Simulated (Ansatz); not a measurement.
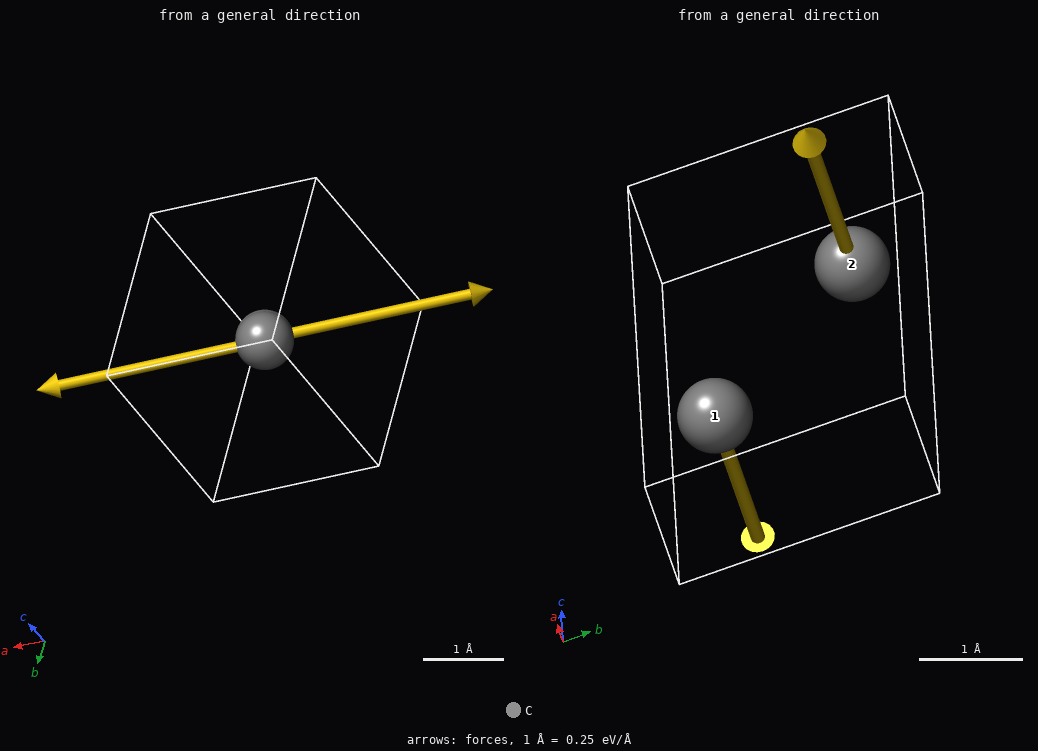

We look at a spheres-only model of the crystal from two general directions. The lines enclose the cell (the run's own, in a reduced setting); boundary atoms appear with their images. The arrows are the computed forces on the atoms.

System: C. All computed values are from Ansatz 0.2.0, DFT PBE, scalar-relativistic, plane waves, PAW. Settings: E_cut = 420 eV, k-points about 0.15 Å⁻¹ apart, Gaussian smearing of 0.1 eV, no spin polarisation.

Question: Do the forces show a relaxed structure?

Answer: No. The atoms still feel forces of up to about 0.65 eV/Å, far above a usual threshold of 0.01 to 0.03 eV/Å.

Question: Where does the largest force act?

Answer: C1 and C2, about 0.65 eV/Å.

The structure was taken from a structure listed in the Materials Project, with elements exchanged, so it need not be a known form of the compound. The cell was then strained or its atoms displaced on purpose. Ansatz was used for an electronic-structure calculation on it.
